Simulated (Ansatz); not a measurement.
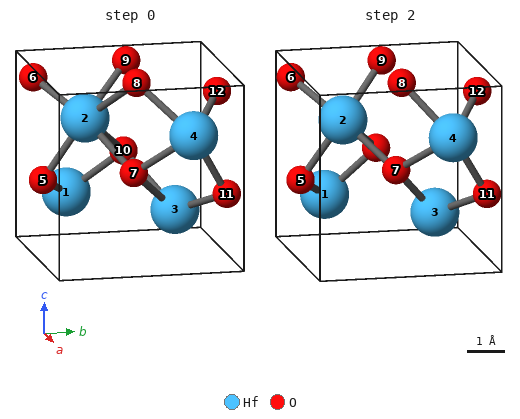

The structure of solid HfO$_{2}$ (set up in Pca2_1) before (left) and after (right) a relaxation, at one scale.

A ball-and-stick model of the cell of the calculation, seen slightly off an axis.

Case: volume × 1.10, shape and atoms relaxed.

Method: Ansatz, DFT PBE, scalar-relativistic, plane waves, PAW. Set-up: plane-wave cutoff 420 eV; k-point mesh 4 × 6 × 6; occupations gaussian; smearing width 0.02 eV; no spin polarisation; cell relaxed at fixed volume; force threshold 0.01 eV/Å; at most 30 steps.

Q: What changed between the two?

A: The run was cut off at its time limit before the relaxation converged, so the last structure is only a point on the way. The largest moves relative to the cell, 0.23 Å, are those of O7, O8, O9 and O10. O10 goes along [−3 −2 1]. By element the largest moves are O 0.23 Å, Hf 0.08 Å. The drawn cell changes at constant volume: a 5.485 → 5.566 Å (+1.5 %), b 5.218 → 5.139 Å (−1.5 %), c 5.260 → 5.265 Å (+0.1 %). Near-neighbour distances that change, for instance: Hf1–O7 2.427 → 2.734 Å, Hf1–O10 2.180 → 2.083 Å, Hf1–O6 2.192 → 2.139 Å, Hf1–O8 2.178 → 2.129 Å. Bond angles that change, for instance: Hf1–O8–Hf4 112.3° → 120.5°, O5–Hf3–O7 119.5° → 111.5°, O7–Hf3–O12 134.2° → 141.3°. The space group stays Pca2_1 (No. 29). Over 2 geometry steps the energy falls by 26.2 meV per atom. The largest force component goes from 0.22 to 0.34 eV/Å. The pressure goes from −17.22 to −9.98 GPa. Cost: 4.2 min on 4 threads of AMD EPYC (Zen 3), with other jobs on the host, peak memory 0.89 GiB.
